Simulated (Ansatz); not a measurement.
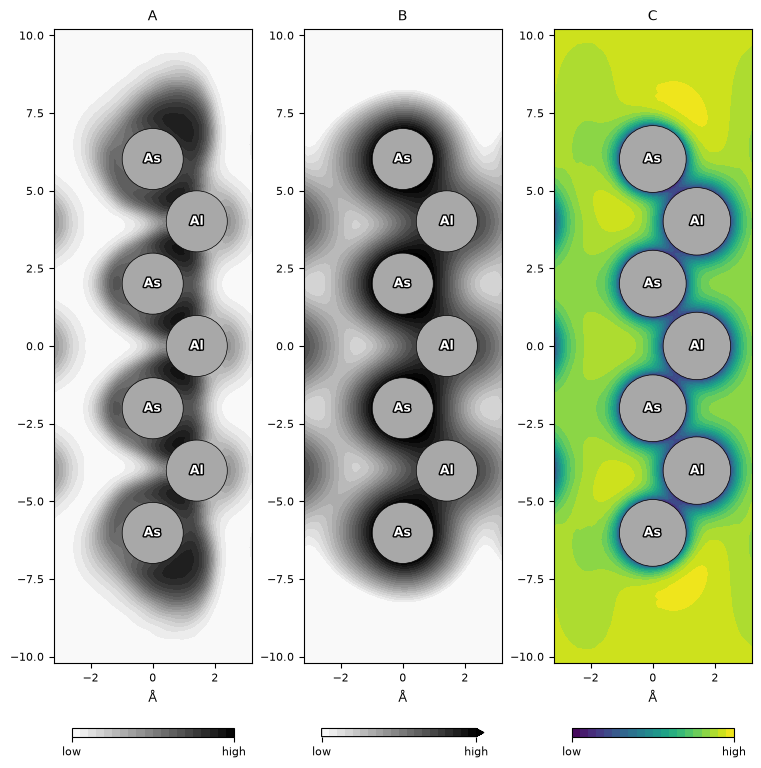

AlAs (slab): 3 fields on the (100) plane of the calculation cell, a cut from vacuum to vacuum, with unlabelled colour scales. Grey discs cover the atomic cores.

Not relaxed (largest force 1.8 eV/Å).

Computed with DFT PBEsol, scalar-relativistic, plane waves, PAW in Ansatz.

Q: The panels show electron localisation function, electrostatic potential energy of an electron and valence pseudo-density in some order. Assign them.

A: Panel A: electron localisation function. Panel B: valence pseudo-density. Panel C: electrostatic potential energy of an electron (low next to the atoms, rising into the space between them). From the grid: Al–As (2.46 Å): ρ at the midpoint is about 0.44 e/Å³; the ELF peaks at about 0.90 between the atoms: a shared electron pair.
